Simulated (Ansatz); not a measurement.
**HfSi₁₅: geometry relaxation (part 1 of 2)**

The run: geometry relaxation of HfSi₁₅ (defect cell, 16 atoms in the cell). Method and program: DFT PBE, scalar-relativistic, plane waves, PAW, no spin polarisation (Ansatz 0.2.0).

The structure derives from a Materials Project entry. It belongs to a series of runs on one base structure; here: Hf on a Si site (b), charge +0, atoms relaxed at the host's cell.

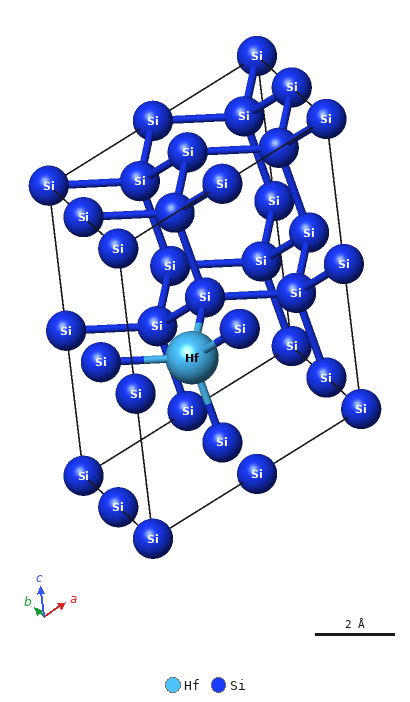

The starting structure (ball-and-stick view of the cell of the calculation, seen slightly off an axis). An atom can appear more than once, as a periodic image.

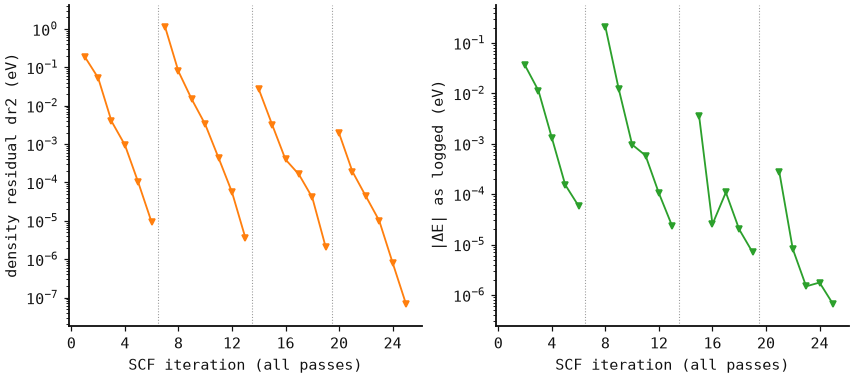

Convergence of the self-consistent field: density residual dr2 and size of the energy change against the SCF iteration. The dotted lines part the SCF passes of the relaxation: geometry steps, rejected trials and re-solves on a re-selected basis. The passes take 6, 7, 6 and 6 iterations.

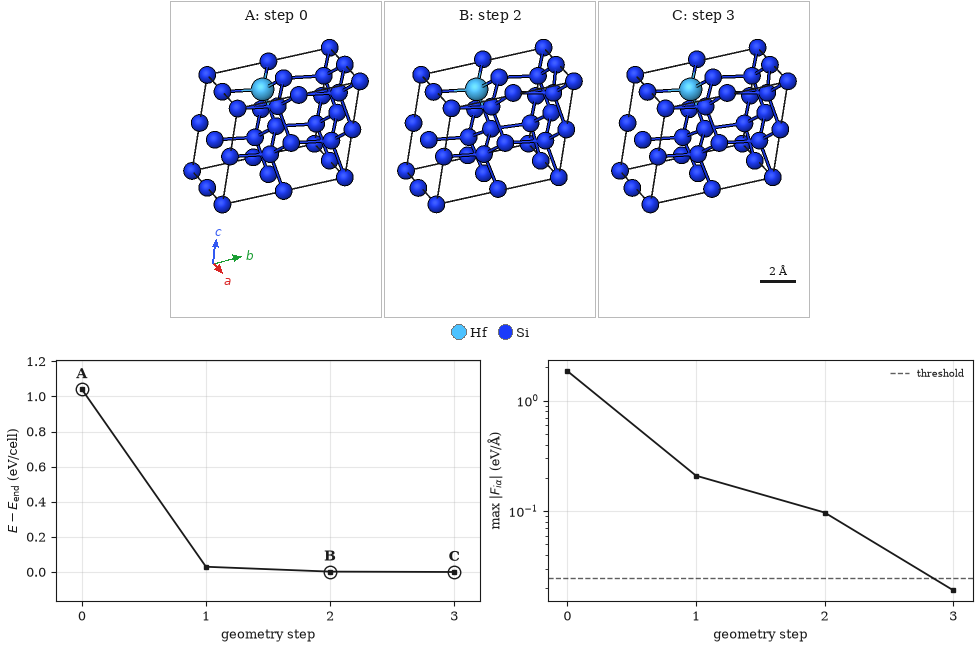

Frames of the relaxation (ball-and-stick view of the cell of the calculation (origin shifted), seen slightly off an axis) above the curves, on which the letters mark them (the first geometry is step 0 here and step 1 in the log).

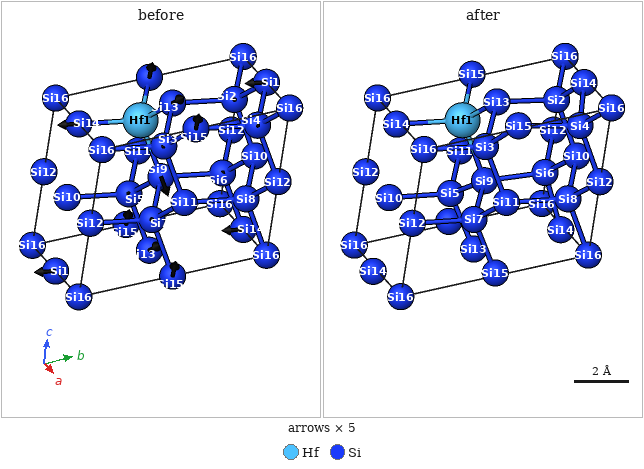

Before (left) and after (right) the relaxation, at one scale (ball-and-stick view of the cell of the calculation (origin shifted), seen slightly off an axis). The black arrows give the displacements, magnified 5 times. The largest moves, 0.17 Å, are those of Si9, Si13, Si14 and Si15. Hf stays in place. The cell doesn't change. Among the contacts that change: Hf1–Si13 2.369 → 2.538 Å, Si2–Si13 2.369 → 2.333 Å, Si2–Si10 2.369 → 2.358 Å. Among the angles that change: Si14–Si4–Si15 109.5° → 100.7°, Hf1–Si14–Si2 109.5° → 105.1°, Si2–Si14–Si4 109.5° → 113.5°. After 3 geometry steps the energy has fallen by 1.041 eV per cell of the calculation. Largest force component: 1.9 eV/Å at the start, 0.019 eV/Å at the end. (Atoms are counted from 1 in the order of the input.)

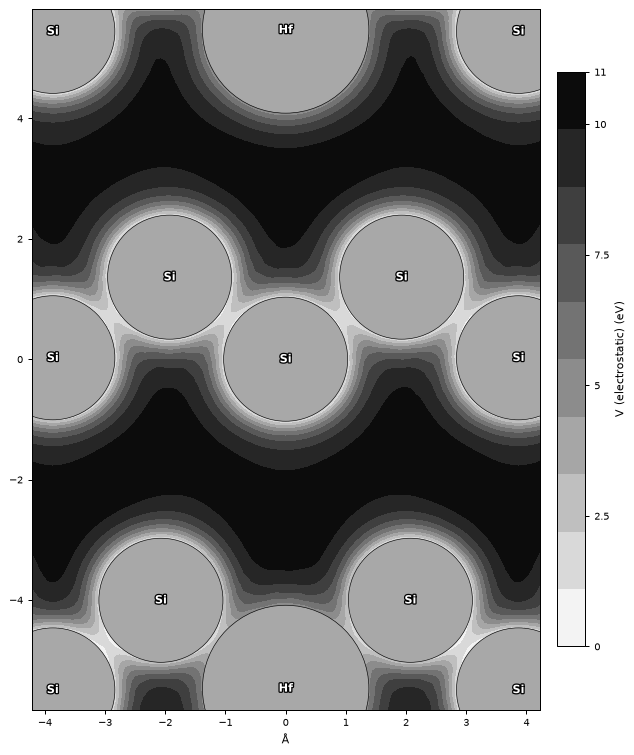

Electrostatic potential (local pseudopotential plus Hartree) felt by an electron on the (011̄) plane of the calculation cell. Grey discs, where drawn, cover atomic cores. Outside the cores the potential energy rises away from the atoms and is highest about 2.4 Å from the nearest atoms; outside the discs it spans about 11 eV, and its zero is arbitrary. In a PAW calculation such maps are meaningful between the atoms, not at the nuclei.

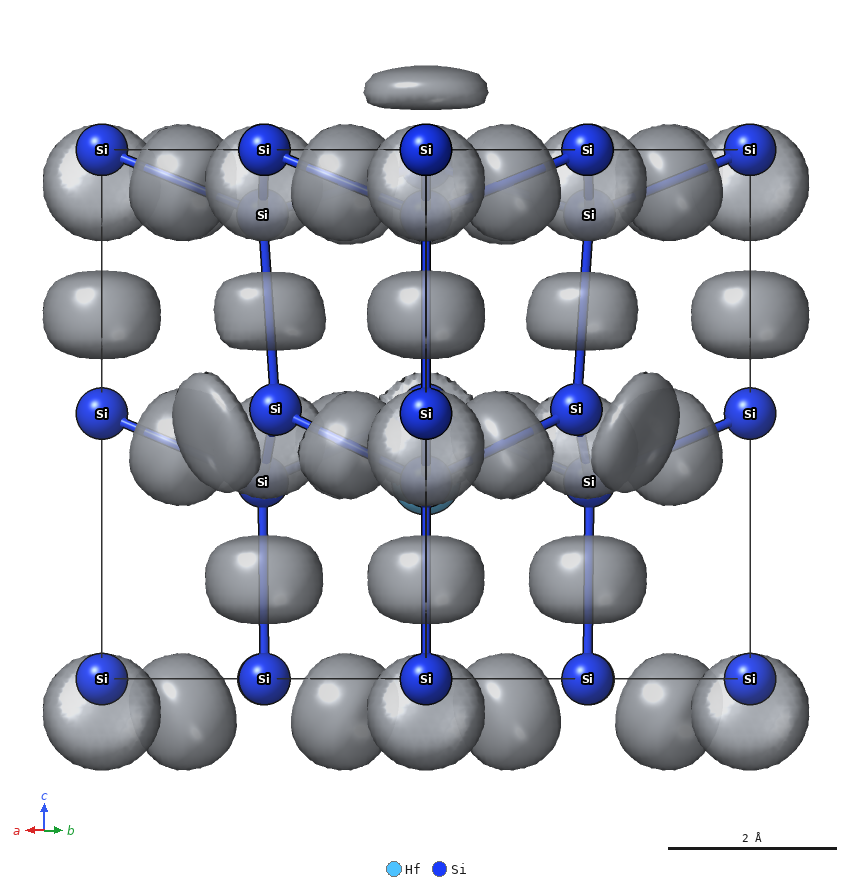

Isosurface of the electron localisation function at 0.8 (grey), seen along [110]. Only the valence region is drawn (cores and ρ < 0.01 e/Å³ removed). Sticks mark near contacts. The outline is the calculation cell. The ELF exceeds this value in 28 regions between bonded Si–Si atoms (shared pairs) and four lobes of the valence shell of Si pointing towards Hf, counted in one cell of 16 atoms.  Values along the shortest contacts: Si–Si (2.33 Å): the ELF peaks at about 0.95 between the atoms, which marks a shared electron pair. Hf–Si (2.54 Å): the ELF is about 0.65 at the midpoint.

These pictures come from the run below.

Input file
```yaml
crystal:
  lattice:
    - [0.0, 5.4700936587, -5.4700936587]
    - [5.4700936587, 5.4700936587, 0.0]
    - [5.4700936587, 0.0, -5.4700936587]
  atoms:
    - { symbol: Hf, position: [0.375, 0.375, 0.375] }
    - { symbol: Si, position: [0.375, 0.875, 0.375] }
    - { symbol: Si, position: [0.875, 0.375, 0.375] }
    - { symbol: Si, position: [0.875, 0.875, 0.375] }
    - { symbol: Si, position: [0.375, 0.375, 0.875] }
    - { symbol: Si, position: [0.375, 0.875, 0.875] }
    - { symbol: Si, position: [0.875, 0.375, 0.875] }
    - { symbol: Si, position: [0.875, 0.875, 0.875] }
    - { symbol: Si, position: [0.5, 0.5, 0.0] }
    - { symbol: Si, position: [0.5, 0.0, 0.0] }
    - { symbol: Si, position: [1.0, 0.5, 0.0] }
    - { symbol: Si, position: [1.0, 0.0, 0.0] }
    - { symbol: Si, position: [0.5, 0.5, 0.5] }
    - { symbol: Si, position: [0.5, 0.0, 0.5] }
    - { symbol: Si, position: [1.0, 0.5, 0.5] }
    - { symbol: Si, position: [1.0, 0.0, 0.5] }
  host:
    lattice:
      - [0.0, 2.7350468294, 2.7350468294]
      - [2.7350468294, 0.0, 2.7350468294]
      - [2.7350468294, 2.7350468294, 0.0]
    atoms:
      - { symbol: Si, position: [0.25, 0.25, 0.25] }
      - { symbol: Si, position: [0.0, 0.0, 0.0] }
basis:
  ecutwfc: 420
  xc_grid: 2
kpoints:
  mp_grid: { grid: [2, 2, 2], shift: [0.0, 0.0, 0.0] }
hamiltonian:
  xc: pbe
scf:
  occupations: { method: gaussian, width: 0.01 }
output:
  forces: true
  stress: false
  eigenvalues: true
  charged_corrections:
    defect_position: [0.375, 0.375, 0.375]
    epsilon: [[12.9823, 0.0, 0.0], [0.0, 12.9823, 0.0], [0.0, 0.0, 12.9823]]
  write_density: true
  write_potential: true
  elf: true
  volumetric_format: npy
relax:
  adjacent_minimum: "off"
  f_tol: 0.025
  max_steps: 45
```

Launch command:
```bash
ansatz run input.yaml --threads 4 --pin off --max-ram 10240MiB --backend cpu --events-out ev --progress --plain --runs-dir out
```

Output
```
Engine: ansatz 0.2.0, aarch64-unknown-linux-gnu
Pseudopotentials: kind: paw
Pseudopotential: Hf, paw, valence charge 26, recommended cutoff 420 eV (normal), Hf.paw.azcp
Pseudopotential: Si, paw, valence charge 4, recommended cutoff 420 eV (normal), Si.paw.azcp
Functional definition: PBE
  parameter kappa = 0.804
  parameter beta = 0.06672455060314922
  exchange = pbe_x(kappa = kappa, mu = beta*pi^2/3)
  correlation = pbe_c(beta = beta)
Crystal: 16 atoms, lattice volume = 327.351 Å³
Basis set: ecut = 420 eV, 6375 PW (Γ), exchange–correlation on 108×108×108 points (8 copies of the dense FFT grid, shifted against one another)
Bands: 59, of which v1, the nominal top of the filled ones, is band 43 counted from 1 (42 counted from 0)
Symmetry: 24 space group operations
Space group: F-43m (ITA 216), of the structure as read, at distance tolerance 6.9e-5 Å
k-points: 3 of 8
Non-local potential: Hf, projectors of the file, l = 0: 3, l = 1: 2, l = 2: 2, l = 3: 3
Non-local potential: Si, projectors of the file, l = 0: 2, l = 1: 2, l = 2: 2
PAW form: soft (Blöchl's): semilocal exchange-correlation on the pseudo side does not see the compensation charge
PAW one-centre angular grid: Hf, 590 points (default); XC on 64 Gauss nodes
PAW one-centre angular grid: Si, 110 points (default); XC on 64 Gauss nodes
Initial density: superposition of atomic densities (neutral atoms: chi_scale 0, normalization atom), corrected by the library's trained network
Initial wavefunctions: pseudopotential atomic-orbital guess
Functional: x = pbe(κ = 0.804, μ = 0.2195149727645171), c = pbe(β = 0.06672455060314922)
SCF iter   1: F=—  HF=-25253.753540 eV  |F-HF|=—  |Δ(HF+E_count)|=         —  Δρ=4.49e-3  dr2=1.89e-1  ethr=1.77e-3  ⟨swp⟩=7.0  Hψ=811  notcnv=0  defer=6
preconditioner: auto → Resta (q_TF=auto, 2.183 Å⁻¹)  ε∞=5.7  [insulator: Δε(μ)=0.075 eV  Ē_g=8.394 eV  σ=0.010 eV  W_gap=1.00  n_scr=58 (ndim 8)  ℏωp=18.1 eV  f_vac=0.000  D(μ)=0.00/eV (n_scr^D=0)  ε∞_Penn≈5.7]
SCF iter   2: F=—  HF=-25253.717955 eV  |F-HF|=—  |Δ(HF+E_count)|=   3.56e-2  Δρ=2.52e-3  dr2=5.34e-2  ethr=2.20e-4  ⟨swp⟩=2.3  Hψ=220  notcnv=0  defer=26
SCF iter   3: F=—  HF=-25253.706623 eV  |F-HF|=—  |Δ(HF+E_count)|=   1.13e-2  Δρ=7.64e-4  dr2=3.94e-3  ethr=6.21e-5  ⟨swp⟩=3.0  Hψ=294  notcnv=0  defer=29
SCF iter   4: F=—  HF=-25253.705315 eV  |F-HF|=—  |Δ(HF+E_count)|=   1.31e-3  Δρ=4.36e-4  dr2=9.49e-4  ethr=4.58e-6  ⟨swp⟩=2.7  Hψ=333  notcnv=0  defer=29
SCF iter   5: F=—  HF=-25253.705162 eV  |F-HF|=—  |Δ(HF+E_count)|=   1.53e-4  Δρ=1.40e-4  dr2=1.00e-4  ethr=1.10e-6  ⟨swp⟩=2.0  Hψ=276  notcnv=0  defer=29
SCF iter   6: F=-25253.705227 eV  HF=-25253.705220 eV  |F-HF|=7.45e-6  |Δ(HF+E_count)|=   5.81e-5  Δρ=4.53e-5  dr2=9.15e-6  ethr=1.82e-8  ⟨swp⟩=19.7  Hψ=1741  notcnv=0
SCF 1 converged in 6 iterations: F = -25253.705227 eV  dr2 = 9.15e-6
  greatest PAW one-centre occupation: 0.998 electrons in one spin orbital (limit 2), on the Hf atom at site 0 (counted from 0), in its partial waves of l = 0
relax step   1: F+E_penalty+E_count = -25253.70522724 eV  Δ(F+E_penalty+E_count) = +0.000e0 eV  max|allowed force component| = 1.858e0 eV/Å  Δτ_max = 0.0000 Å  (6 SCF iters, dr2 threshold 1.56e-5 eV, accepted)
Initial density: handed on by an earlier stage of this run
Initial wavefunctions: those handed on with the density
iter 1 solved again at ethr=1.29e-3 eV; its pass at ethr=3.10e-3 eV (dr2=1.11e0 eV) is discarded
SCF iter   1: F=—  HF=-25254.938554 eV  |F-HF|=—  |Δ(HF+E_count)|=         —  Δρ=1.08e-2  dr2=1.14e0  ethr=1.29e-3  ⟨swp⟩=1.0  Hψ=721  notcnv=0  defer=16
preconditioner: auto → Resta (q_TF=auto, 2.183 Å⁻¹)  ε∞=5.6  [insulator: Δε(μ)=0.028 eV  Ē_g=8.442 eV  σ=0.010 eV  W_gap=0.95  n_scr=58 (ndim 8)  ℏωp=18.1 eV  f_vac=0.000  D(μ)=12.92/eV (n_scr^D=112)  ε∞_Penn≈5.6]
SCF iter   2: F=—  HF=-25254.729492 eV  |F-HF|=—  |Δ(HF+E_count)|=   2.09e-1  Δρ=4.99e-3  dr2=7.84e-2  ethr=1.29e-3  ⟨swp⟩=2.7  Hψ=228  notcnv=0  defer=16
SCF iter   3: F=—  HF=-25254.717437 eV  |F-HF|=—  |Δ(HF+E_count)|=   1.21e-2  Δρ=2.18e-3  dr2=1.46e-2  ethr=9.12e-5  ⟨swp⟩=3.0  Hψ=341  notcnv=0  defer=23
SCF iter   4: F=—  HF=-25254.716477 eV  |F-HF|=—  |Δ(HF+E_count)|=   9.59e-4  Δρ=1.00e-3  dr2=3.27e-3  ethr=1.69e-5  ⟨swp⟩=2.3  Hψ=313  notcnv=0  defer=23
SCF iter   5: F=—  HF=-25254.715895 eV  |F-HF|=—  |Δ(HF+E_count)|=   5.83e-4  Δρ=3.24e-4  dr2=4.35e-4  ethr=3.80e-6  ⟨swp⟩=2.0  Hψ=299  notcnv=0  defer=23
SCF iter   6: F=—  HF=-25254.715999 eV  |F-HF|=—  |Δ(HF+E_count)|=   1.04e-4  Δρ=9.88e-5  dr2=5.61e-5  ethr=5.05e-7  ⟨swp⟩=3.0  Hψ=273  notcnv=0  defer=23
SCF iter   7: F=-25254.716021 eV  HF=-25254.716022 eV  |F-HF|=1.04e-6  |Δ(HF+E_count)|=   2.29e-5  Δρ=3.36e-5  dr2=3.61e-6  ethr=6.52e-8  ⟨swp⟩=18.3  Hψ=1731  notcnv=0
SCF 2 converged in 7 iterations: F = -25254.716021 eV  dr2 = 3.61e-6
relax step   2: F+E_penalty+E_count = -25254.71602076 eV  Δ(F+E_penalty+E_count) = -1.011e0 eV  max|allowed force component| = 2.095e-1 eV/Å  Δτ_max = 0.1989 Å  (7 SCF iters, dr2 threshold 1.00e-4 eV, accepted)
```
